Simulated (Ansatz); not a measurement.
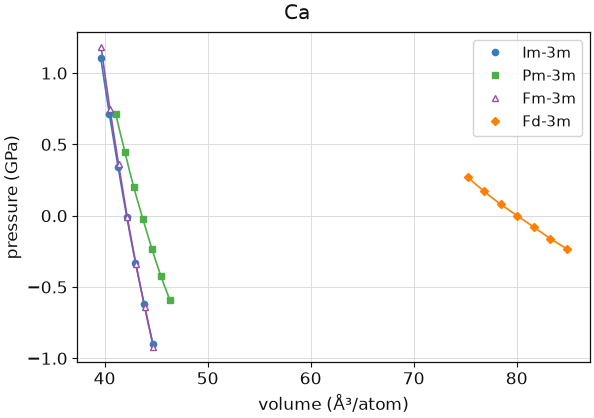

Computed with Ansatz 0.2.0 development build: equation of state of a cubic crystal from periodic Kohn-Sham density functional theory without spin, third-order Birch-Murnaghan fit to the free energies; pressure corrected for the finite basis. Level: PBE.

- occupation method: Fermi–Dirac
- occupation width: 0.06123 eV
- wave cutoff: 420 eV
- datasets: soft-1 PAW
- density cutoff ratio: 4
- search for lower states: default

Caption: Pressure against volume, with one curve for each structure, for Ca.

Settings that differ: Im-3m: k mesh 18×18×18, atoms in cell 1, density tolerance 1e−07 eV, lattice centring body-centred primitive, space group number 229, structure type bcc; Pm-3m: k mesh 16×16×16, atoms in cell 1, density tolerance 1e−07 eV, lattice centring simple cubic, space group number 221, structure type simple cubic; Fm-3m: k mesh 34×34×34, atoms in cell 1, density tolerance 1e−07 eV, lattice centring face-centred primitive, space group number 225, structure type fcc; Fd-3m: k mesh 22×22×22, atoms in cell 2, density tolerance 1.6e−07 eV, lattice centring face-centred primitive, space group number 227, structure type diamond.

The fitted equilibrium volumes, smallest first, are Im-3m 42.14, Fm-3m 42.19, Pm-3m 43.61, Fd-3m 79.97 Å³/atom. The fitted bulk moduli, smallest first, are Fd-3m 4.1, Pm-3m 10.9, Im-3m 16.6, Fm-3m 17.4 GPa. For Im-3m, the pressure falls from 1.108 GPa at volume 39.63 Å³/atom to −0.900 GPa at 44.69 Å³/atom, and changes sign near 42.13 Å³/atom. For Pm-3m, the pressure falls from 0.71 GPa at volume 41.08 Å³/atom to −0.59 GPa at 46.33 Å³/atom, and changes sign near 43.63 Å³/atom. For Fm-3m, the pressure falls from 1.181 GPa at volume 39.67 Å³/atom to −0.920 GPa at 44.73 Å³/atom, and changes sign near 42.18 Å³/atom.

Caveats: cubic model structure, not the ambient form (Im-3m, Pm-3m, Fd-3m); modest k-mesh, values are not fully converged in k (Pm-3m).
